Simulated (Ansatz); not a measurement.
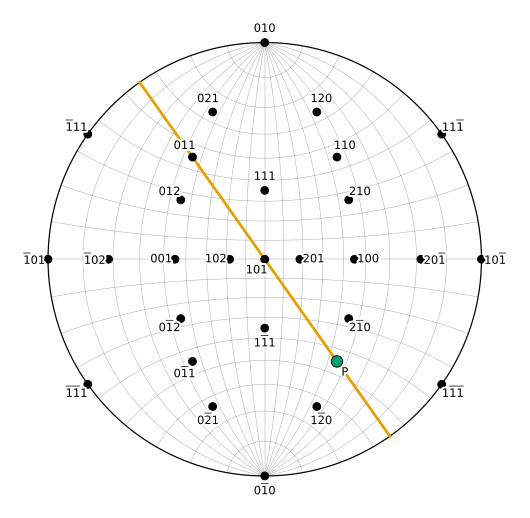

Crystal: Ru, coordinates from a relaxation with DFT, revPBE, plane waves (420 eV) with PAW, scalar-relativistic in Ansatz; the starting structure was generated, so it need not be a known form of this composition. Stereographic projection of plane normals (upper hemisphere) centred on (1 0 1). All values are computed from the atomic coordinates in the standard setting (tolerance 0.002 Å).

a = 3.825 Å, b = 3.825 Å, c = 3.825 Å, α = 90.00°, β = 90.00°, γ = 90.00°.

### Index the pole marked P.

P is (1 −1 0), 60.0° from the centre.

### Which zone does the coloured great circle trace?

The zone [1 1 −1]: its poles satisfy h + k − l = 0.

### What is the angle between the normals of (1 2 0) and (1 1 0), and what are their d_hkl = 1/|g|?

18.4°; d = 1.711 Å and 2.705 Å.
